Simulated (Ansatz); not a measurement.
# TiAl: what the fields show

Input file:

```
crystal:
  lattice:
    - [4.6288307024, 0.0, 0.0]
    - [0.0, 2.8661781508, 0.0]
    - [0.0, 0.0, 4.8917615555]
  atoms:
    - { symbol: Ti, position: [0.25, 0.5, 0.6608759814] }
    - { symbol: Ti, position: [0.75, 0.5, 0.3391240186] }
    - { symbol: Al, position: [0.75, 0.0, 0.8386065055] }
    - { symbol: Al, position: [0.25, 0.0, 0.1613934945] }
basis:
  ecutwfc: 500
kpoints:
  mp_grid: { grid: [10, 16, 10] }
  band_path:
    path:
      - [[0.0, 0.0, 0.0], [0.5, 0.0, 0.0], [0.5, 0.5, 0.0], [0.0, 0.5, 0.0], [0.0, 0.0, 0.0], [0.0, 0.0, 0.5], [0.5, 0.0, 0.5], [0.5, 0.5, 0.5], [0.0, 0.5, 0.5], [0.0, 0.0, 0.5]]
      - [[0.5, 0.0, 0.0], [0.5, 0.0, 0.5]]
      - [[0.0, 0.5, 0.0], [0.0, 0.5, 0.5]]
      - [[0.5, 0.5, 0.0], [0.5, 0.5, 0.5]]
    npoints: 14
hamiltonian:
  xc: r2scan
scf:
  occupations: { method: gaussian, width: 0.1 }
  n_extra_bands: 10
output:
  forces: true
  stress: true
  eigenvalues: true
  populations: true
  dos: { projected: true, de: 0.02, nscf_kmesh: { grid: [12, 20, 12] } }
  bader: true
  write_density: true
  write_potential: true
  elf: true
  volumetric_format: npy
```

Command:

```sh
ansatz run input.yaml --threads 1 --pin off --max-ram 2560MiB --backend cpu --events-out ev --progress --plain --runs-dir out
```

Below, planes, directions and counts refer to the conventional cell (a = 4.63 Å, b = 2.87 Å, c = 4.89 Å, α = 90.00°, β = 90.00°, γ = 90.00°).

Space group Pmma; a structure generated by program, which may or may not match a known phase; computed without spin polarisation.

All numbers below come from Ansatz 0.2.0, DFT r2SCAN, scalar-relativistic, plane waves, PAW.

In a PAW calculation such maps are meaningful between the atoms, not at the nuclei.

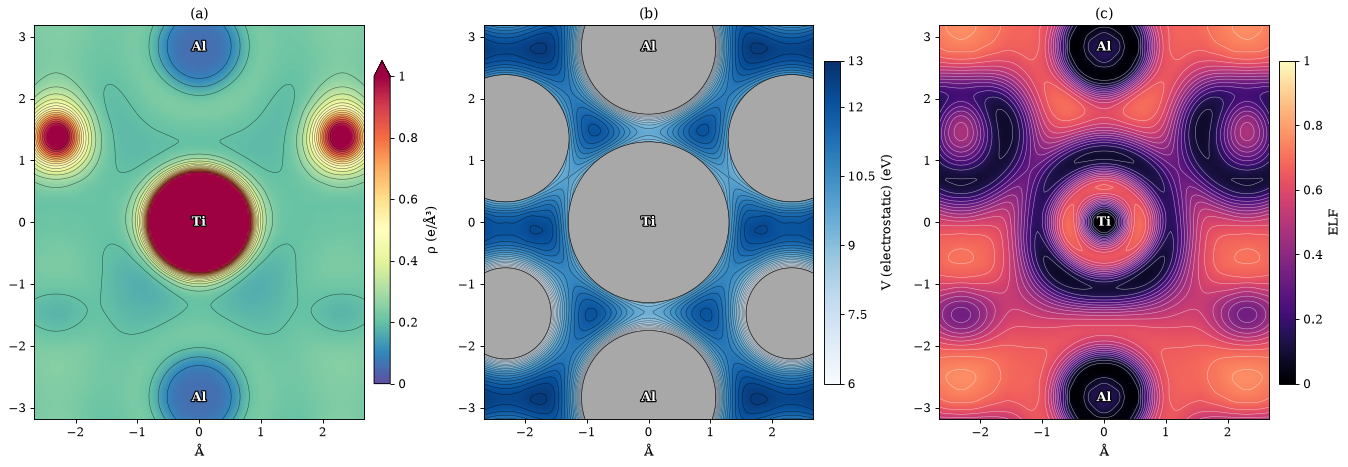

Figure 1. (a) valence electron density; (b) electrostatic potential energy of an electron; (c) ELF on the (011) plane of the conventional cell. Grey discs cover the atomic cores in the potential map.

What does the map show?

The plane passes through Ti and Al nuclei. Atoms just off the plane (Ti, 0.8 Å away and Al, 0.8 Å away) can leave unmarked features too. Ti–Al (2.83 Å): the density is about 0.2 e/Å³ at the midpoint; the ELF is about 0.35 at the midpoint. Between the atoms the lowest density in this plane is 0.17 e/Å³. The features right at Ti lie inside the PAW spheres, where the map follows smoothed inner orbitals and isn't to be read closely. Outside the cores the potential energy rises away from the atoms and is highest about 1.7 Å from the nearest atoms; its zero is arbitrary.

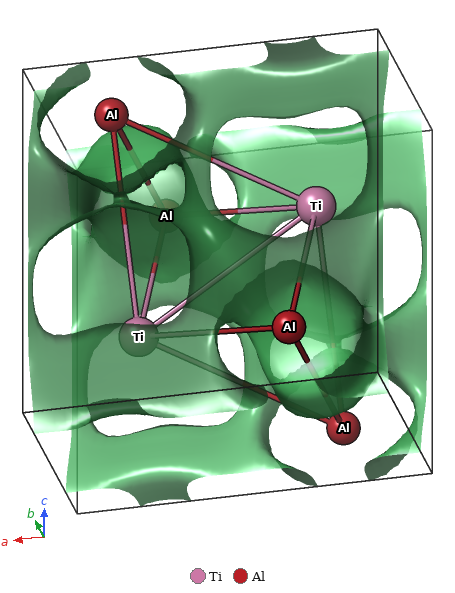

Figure 2. Isosurface of the ELF at 0.6 (green), seen at an oblique angle. Core shells and regions of very low density are left out. Sticks mark near contacts.

Describe the localisation domains.

The surface consists of one network that runs through the whole crystal, counted in one cell of 4 atoms. Any copies at cell faces, edges or corners count once.


Ti–Ti (2.80 Å): the ELF is about 0.25 at the midpoint; no localised pair shows between them. Al–Al (2.80 Å): the ELF peaks at about 0.70 between the atoms.

Does the calculation give a band gap?

It is metallic or semimetallic at this level of theory: no gap opens.

Which way does charge flow, and how much by Bader's partition?

Electrons move from Ti towards Al. Bader charges: Ti +0.72 and Al −0.72 e.
